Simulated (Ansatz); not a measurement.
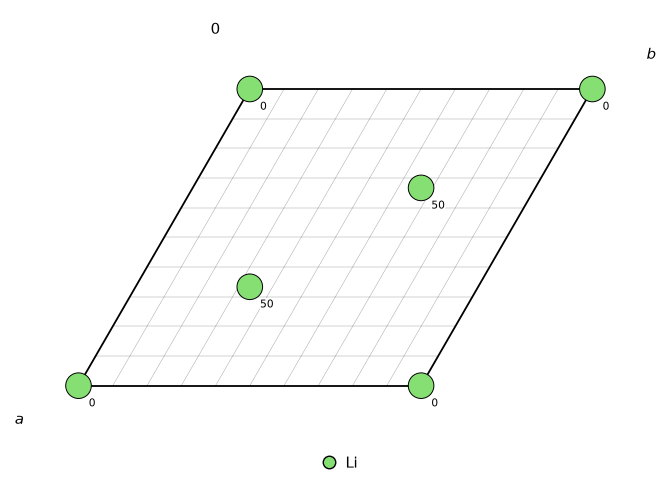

Plan of a unit cell projected along c (a down the page, b across); the numbers are heights in hundredths of c, and atoms on the cell's edges are repeated. The grid marks tenths of a and b. Source: coordinates from a relaxation with DFT r2SCAN, scalar-relativistic, plane waves, PAW (Ansatz); the starting structure was generated, so it need not be a known form of this composition. The drawing is computed from the coordinates (standard cell, symmetry found to 0.002 Å).

a = 4.984 Å, b = 4.984 Å, c = 2.933 Å, α = 90.00°, β = 90.00°, γ = 120.00°.

What does the cell contain?

Answer. 3 Li: Li, Z = 3.

Which space group?

Answer. No. 191, P6/mmm, primitive hexagonal.

Give the independent sites, coordinates to two places.

Answer.
| atom | site | symmetry | x | y | z |
| --- | --- | --- | --- | --- | --- |
| Li | 1a | 6/mmm | 0.00 | 0.00 | 0.00 |
| Li | 2d | -6m2 | 0.33 | 0.67 | 0.50 |
